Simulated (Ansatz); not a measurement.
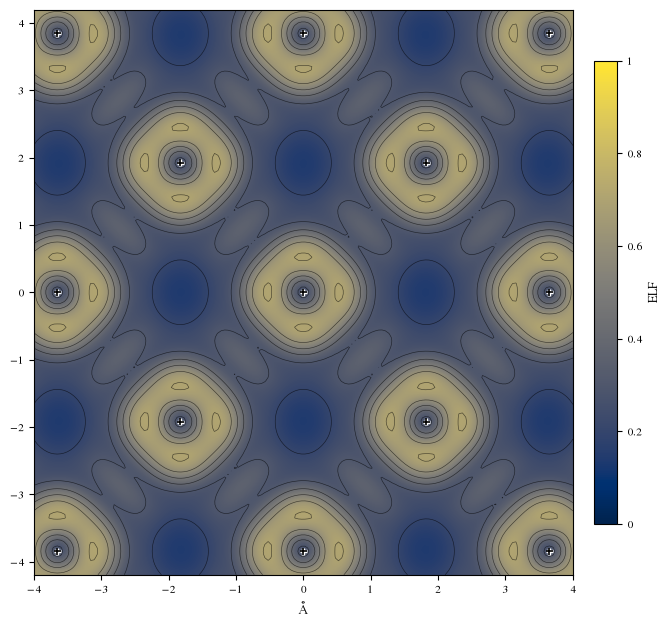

The ELF on a plane through atoms (crosses mark nuclei in the plane).

Theory: DFT r2SCAN, scalar-relativistic, plane waves, PAW (Ansatz 0.2.0).

Candidates:
A. Ta4C3, a = 4.42 Å, b = 4.42 Å, c = 4.42 Å, α = 90.00°, β = 90.00°, γ = 90.00°. Space group Pm-3m; a structure from a database of computed crystals, not necessarily the ambient phase.
B. Al3Cu, a = 2.78 Å, b = 2.78 Å, c = 7.51 Å, α = 90.00°, β = 90.00°, γ = 90.00°. Space group P4/mmm; a structure from a database of computed crystals, not necessarily the ambient phase; computed without spin polarisation.
C. Ir, a = 2.72 Å, b = 2.72 Å, c = 3.65 Å, α = 90.00°, β = 90.00°, γ = 90.00°. Space group I4/mmm; changed on purpose from its base cell (strain -0.0500 x Voigt [0, 0, 1, 0, 0, 0], atoms carried along); computed pressure about 23 GPa in this cell; computed without spin polarisation.

> Which candidate gave the map?

Candidate C: Ir on the (110) plane of the conventional cell, which holds Ir. Ir–Ir (2.65 Å): the ELF is about 0.35 at the midpoint.
